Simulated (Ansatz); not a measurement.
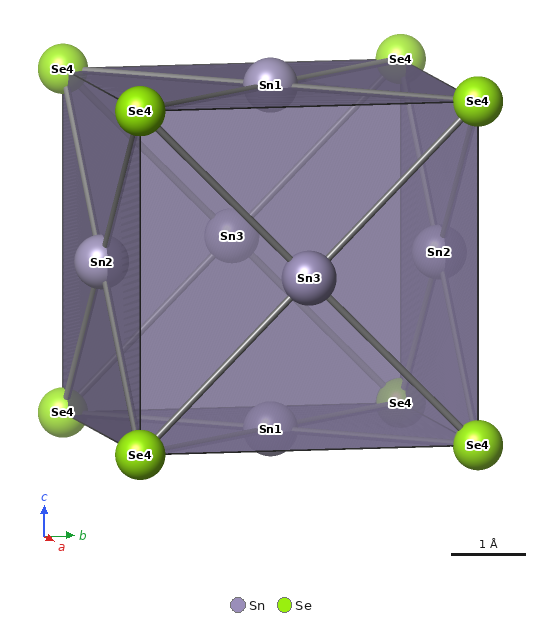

Fig. 1: The structure (polyhedral view of the cell of the calculation, seen slightly off an axis; polyhedra are completed across the faces of the cell; atoms are numbered from 1 in the order of the input). An atom can appear more than once, as a periodic image.

## What a change does: single-point calculation on Sn₃Se

System: Sn₃Se (4 atoms in the cell).
Method of run A: Kohn-Sham DFT of a periodic cell, PBE0 form with a typed share of exact exchange, Ansatz PAW, no spin polarisation (Ansatz 0.2.0).

The structure derives from a Materials Project entry. Text and figures count atoms from 1; the logs count them from 0 in places.

### The input, run A
```yaml
crystal:
  lattice:
    - [4.741879, 0.0, 0.0]
    - [0.0, 4.741879, 0.0]
    - [0.0, 0.0, 4.741879]
  atoms:
    - { symbol: Sn, position: [0.5, 0.5, 0.0] }
    - { symbol: Sn, position: [0.5, 0.0, 0.5] }
    - { symbol: Sn, position: [0.0, 0.5, 0.5] }
    - { symbol: Se, position: [0.0, 0.0, 0.0] }
hamiltonian:
  xc: { exchange: pbe, correlation: pbe, exx: { coeff: 0.35 } }
  pseudopotentials: { kind: paw }
kpoints:
  mp_grid: { grid: [3, 3, 3] }
scf:
  occupations: { method: fermi_dirac, width: 0.05 }
output:
  forces: true
  stress: true
  eigenvalues: true
  write_density: true
  write_potential: true
  elf: true
  volumetric_format: npy
```

Command:
```bash
ansatz run input.yaml --threads 2 --pin off --max-ram 5632MiB --backend cpu --events-out ev --progress --plain --runs-dir out
```

Hardware: 2 threads of Arm Neoverse V2, 24 GiB of memory available, shared host.

### Output, shortened to warnings, some set-up lines, iterations and results (run A)
```
Warning: output.stress: scf.convergence.dr2_threshold = 1e-7 eV (the SCF's general default) is looser than the 4e-10 eV advised for a printed stress (1e-10 eV for each atom of the cell: 4). What an SCF threshold leaves in a stress goes as its square root, and in the free energy as the threshold itself, and one threshold admits the most on a small cell: of the crystals measured, under no hybrid …
Warning: output.stress: scf.exx.energy_threshold = 1e-6 eV is looser than the 4e-8 eV advised for a stress under a hybrid functional (1e-8 eV for each atom of the cell: 4). Every SCF of the exchange loop can meet its threshold on dr2 while the loop round them stops early: no threshold on dr2 bounds what that leaves in the stress. Set scf.exx.energy_threshold to 4e-8 eV or tighter. The threshold …
Basis set: ecut = 420 eV, 2103 PW (Γ), exchange–correlation on 64×64×64 points (8 copies of the dense FFT grid, shifted against one another)
Symmetry: 48 space group operations
k-points: 4 of 27
Initial density: superposition of atomic densities (neutral atoms: chi_scale 0, normalization atom), corrected by the library's trained network
[...]
SCF iter   1: F=—  HF=-23541.425754 eV  |F-HF|=—  |Δ(HF+E_count)|=         —  Δρ=3.94e-3  dr2=3.66e-2  ethr=1.77e-3  ⟨swp⟩=6.5  Hψ=550  notcnv=0
SCF iter   2: F=—  HF=-23541.420247 eV  |F-HF|=—  |Δ(HF+E_count)|=   5.51e-3  Δρ=2.65e-3  dr2=1.89e-2  ethr=6.31e-5  ⟨swp⟩=2.8  Hψ=278  notcnv=0
SCF iter   3: F=—  HF=-23541.414713 eV  |F-HF|=—  |Δ(HF+E_count)|=   5.53e-3  Δρ=5.43e-4  dr2=7.11e-4  ethr=1.25e-6  ⟨swp⟩=4.0  Hψ=647  notcnv=0
SCF iter   4: F=—  HF=-23541.414618 eV  |F-HF|=—  |Δ(HF+E_count)|=   9.54e-5  Δρ=2.86e-4  dr2=1.02e-4  ethr=1.23e-6  ⟨swp⟩=3.5  Hψ=306  notcnv=0
SCF iter   5: F=—  HF=-23541.414633 eV  |F-HF|=—  |Δ(HF+E_count)|=   1.54e-5  Δρ=1.59e-4  dr2=2.64e-5  ethr=1.77e-7  ⟨swp⟩=4.0  Hψ=336  notcnv=0
[... 23 lines ...]
SCF iter   9: F=-23556.847336 eV  HF=-23556.847336 eV  |F-HF|=4.39e-9  |Δ(HF+E_count)|=   7.27e-8  Δρ=1.47e-6  dr2=8.92e-9  ethr=1.05e-12 (applied; sched 1.00e-12)  ⟨swp⟩=5.2 …
SCF 3 converged in 9 iterations: F = -23556.847336 eV  dr2 = 8.92e-9
SCF iter   1: F=—  HF=-23556.847335 eV  |F-HF|=—  |Δ(HF+E_count)|=         —  Δρ=3.79e-6  dr2=2.54e-8  ethr=2.79e-9  ⟨swp⟩=5.8  Hψ=354  notcnv=0
SCF iter   2: F=-23556.847335 eV  HF=-23556.847335 eV  |F-HF|=2.87e-9  |Δ(HF+E_count)|=   6.71e-9  Δρ=1.99e-6  dr2=4.70e-9  ethr=3.88e-11  ⟨swp⟩=4.0  Hψ=401  notcnv=0
SCF 4 converged in 2 iterations: F = -23556.847335 eV  dr2 = 4.70e-9
  Residual-converged pass: ⟨swp⟩=3.0  Hψ=276  notcnv=0  max |occ|·‖R‖ = 2.3e-6 eV (tolerance 2.4e-6 eV)  dr2=4.76e-9  dr2_onsite=1.83e-10  max |Δocc| = 3.1e-15
hybrid outer 3: dexx = +1.454e-8 eV, tail = 1.02e-8 eV, Δε = 1.58e-4 eV (about 3.85e-5 eV left of the loop's levels), ΔF = 7.89e-30 eV/Å (tail inf)
hybrid SCF converged: 3 outer / 20 inner (+9 warm-up), last move |dexx| = 1.45e-8 eV, tail = 1.02e-8 eV
Stability not checked: this state was not tested for a lower state beside it, because the functional holds exact exchange (a hybrid, or Hartree-Fock), whose exchange loop this test does not read (fock_operator; see scf.lower_state_search)
Free energy (F): -23556.847335 eV
Frozen-core exchange: fock
Harris-Foulkes:  -23556.847335 eV  (|F-HF|=2.87e-9)
Internal energy: -23556.836170 eV  (E = F + TS)
E sigma→0 (E₀):  -23556.841753 eV
Entropy (-TS):   -0.011166 eV (-2.791 meV/atom)
Fermi energy:    10.310930 eV
--- Per-component energies (eV) ---
  E_band       = -830.394304
  E_kinetic    = 669.269018
  E_local      = -4797.900145  (includes V_loc(G=0)·N_el)
  E_nonlocal   = -698.296856
  E_hartree    = 2717.272230
  E_xc         = -840.860171
  E_vxc        = -262.458226  (∫ρ·V_xc dr)
  E_exx        = -279.841650  (= α·E_x^exact, valence–valence)
  E_paw        = -14461.263408  (= ΣΔE_a)
  E_vpaw       = -615.868727  (= ΣTr[D̂ρ^β])
  E_aug_tail   = -0.000559  (compensation charges beyond the density's cutoff)
  E_ewald      = -5864.821793
  E_core_change = -0.392840  (= ΣΔE_core)
  E_smearing   = -0.011166  (= −TS)
  E_closure    = 0.000004  (closes the sum)
  Σ components = -23556.847335   (vs F -23556.847335, Δ=0.00e0)
--- Forces (eV/Å), atoms counted from 1 ---
  atom   1  Sn    -0.00000000    -0.00000000     0.00000000
  atom   2  Sn    -0.00000000    -0.00000000     0.00000000
  atom   3  Sn     0.00000000    -0.00000000    -0.00000000
  atom   4  Se     0.00000000    -0.00000000     0.00000000
  max |Σ_I F_I| component: 9.47e-30 eV/Å
--- Stress (GPa, compression-positive) ---
       -2.458384       0.000000       0.000000
        0.000000      -2.458384       0.000000
        0.000000       0.000000      -2.458384
  P = ⅓ Tr σ = -2.4584 GPa (-24.584 kbar)
```

The input of run B differs as follows (lines with − go, lines with + come):
```diff
-  xc: { exchange: pbe, correlation: pbe, exx: { coeff: 0.35 } }
+  xc: pbe
```

What does this change do to the results?

The total energies belong to different methods, so their difference says nothing on which is more stable or more accurate. The pressure goes from −2.46 to 0.10 GPa. The SCF takes 8 iterations against 29.

### Output, shortened to warnings, some set-up lines, iterations and results (run B)
```
Basis set: ecut = 420 eV, 2103 PW (Γ), exchange–correlation on 64×64×64 points (8 copies of the dense FFT grid, shifted against one another)
Symmetry: 48 space group operations
k-points: 4 of 27
Initial density: superposition of atomic densities (neutral atoms: chi_scale 0, normalization atom), corrected by the library's trained network
[...]
SCF iter   1: F=—  HF=-23541.427910 eV  |F-HF|=—  |Δ(HF+E_count)|=         —  Δρ=3.96e-3  dr2=3.66e-2  ethr=1.77e-3  ⟨swp⟩=7.2  Hψ=582  notcnv=0
SCF iter   2: F=—  HF=-23541.418930 eV  |F-HF|=—  |Δ(HF+E_count)|=   8.98e-3  Δρ=2.63e-3  dr2=1.89e-2  ethr=6.30e-5  ⟨swp⟩=1.5  Hψ=174  notcnv=0  defer=1
SCF iter   3: F=—  HF=-23541.413708 eV  |F-HF|=—  |Δ(HF+E_count)|=   5.22e-3  Δρ=8.37e-4  dr2=1.39e-3  ethr=3.26e-5  ⟨swp⟩=2.2  Hψ=267  notcnv=0  defer=1
SCF iter   4: F=—  HF=-23541.412904 eV  |F-HF|=—  |Δ(HF+E_count)|=   8.03e-4  Δρ=4.12e-4  dr2=2.24e-4  ethr=2.39e-6  ⟨swp⟩=2.0  Hψ=257  notcnv=0  defer=1
SCF iter   5: F=—  HF=-23541.412954 eV  |F-HF|=—  |Δ(HF+E_count)|=   4.95e-5  Δρ=1.77e-4  dr2=3.27e-5  ethr=3.86e-7  ⟨swp⟩=2.0  Hψ=237  notcnv=0  defer=1
SCF iter   6: F=—  HF=-23541.412896 eV  |F-HF|=—  |Δ(HF+E_count)|=   5.79e-5  Δρ=7.01e-5  dr2=6.07e-6  ethr=5.64e-8  ⟨swp⟩=2.0  Hψ=236  notcnv=0  defer=1
SCF iter   7: F=—  HF=-23541.412899 eV  |F-HF|=—  |Δ(HF+E_count)|=   3.54e-6  Δρ=1.12e-5  dr2=1.33e-7  ethr=1.05e-8  ⟨swp⟩=3.0  Hψ=276  notcnv=0  defer=1
SCF iter   8: F=-23541.412900 eV  HF=-23541.412900 eV  |F-HF|=3.18e-9  |Δ(HF+E_count)|=   9.73e-8  Δρ=2.40e-6  dr2=5.02e-9  ethr=1.72e-10  ⟨swp⟩=11.2  Hψ=1034  notcnv=0
SCF 1 converged in 8 iterations: F = -23541.412900 eV  dr2 = 5.02e-9
SCF converged after 8 iterations
Free energy (F): -23541.412900 eV
Harris-Foulkes:  -23541.412900 eV  (|F-HF|=3.18e-9)
Internal energy: -23541.366032 eV  (E = F + TS)
E sigma→0 (E₀):  -23541.389466 eV
Entropy (-TS):   -0.046868 eV (-11.717 meV/atom)
Fermi energy:    10.507653 eV
--- Per-component energies (eV) ---
  E_band       = -619.348076
  E_kinetic    = 673.721806
  E_local      = -4804.170835  (includes V_loc(G=0)·N_el)
  E_nonlocal   = -693.633117
  E_hartree    = 2714.005315
  E_xc         = -1252.441411
  E_vxc        = -386.258980  (∫ρ·V_xc dr)
  E_paw        = -14314.025440  (= ΣΔE_a)
  E_vpaw       = -837.015510  (= ΣTr[D̂ρ^β])
  E_aug_tail   = -0.000556  (compensation charges beyond the density's cutoff)
  E_ewald      = -5864.821793
  E_smearing   = -0.046868  (= −TS)
  E_closure    = 0.000000  (closes the sum)
  Σ components = -23541.412900   (vs F -23541.412900, Δ=0.00e0)
--- Forces (eV/Å), atoms counted from 1 ---
  atom   1  Sn     0.00000000    -0.00000000    -0.00000000
  atom   2  Sn     0.00000000    -0.00000000     0.00000000
  atom   3  Sn     0.00000000     0.00000000    -0.00000000
  atom   4  Se    -0.00000000    -0.00000000    -0.00000000
  max |Σ_I F_I| component: 1.11e-28 eV/Å
--- Stress (GPa, compression-positive) ---
        0.102356       0.000000      -0.000000
       -0.000000       0.102356       0.000000
        0.000000       0.000000       0.102356
  P = ⅓ Tr σ = 0.1024 GPa (1.024 kbar)
```

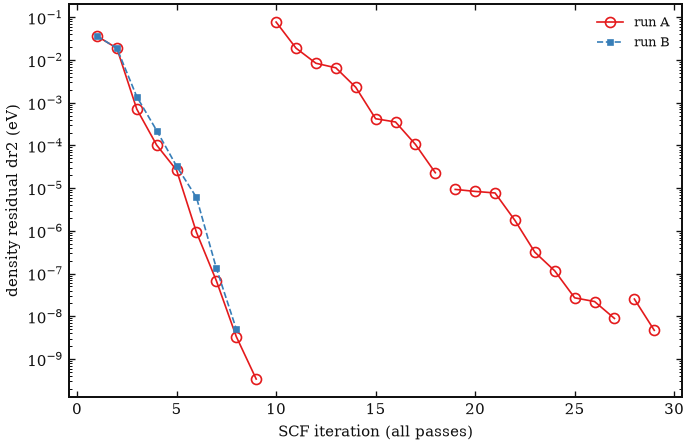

Fig. 2: Convergence of the two runs: density residual dr2 against the SCF iteration. A break in a curve parts two SCF passes. Run A takes 29 iterations in all, and run B takes 8.

### The two runs side by side

| quantity | run A | run B |
| --- | --- | --- |
| outcome | converged | converged |
| free energy per atom (eV) | −5889.2118 | −5885.3532 |
| energy per atom, smearing taken to zero (eV) | −5889.2104 | −5885.3474 |
| gap on the mesh (eV) | 0.00 | 0.00 |
| pressure (GPa) | −2.46 | 0.10 |
| largest force (eV/Å) | 0.000 | 0.000 |
| SCF iterations | 29 | 8 |
| irreducible k-points | 4 | 4 |
| plane waves at Γ | 2103 | 2103 |
| wall time (shared host) | 17 s | 0.83 s |

For run A: Warnings: the exchange loop's threshold is looser than advised for the stress; the SCF threshold is looser than advised for the printed stress.
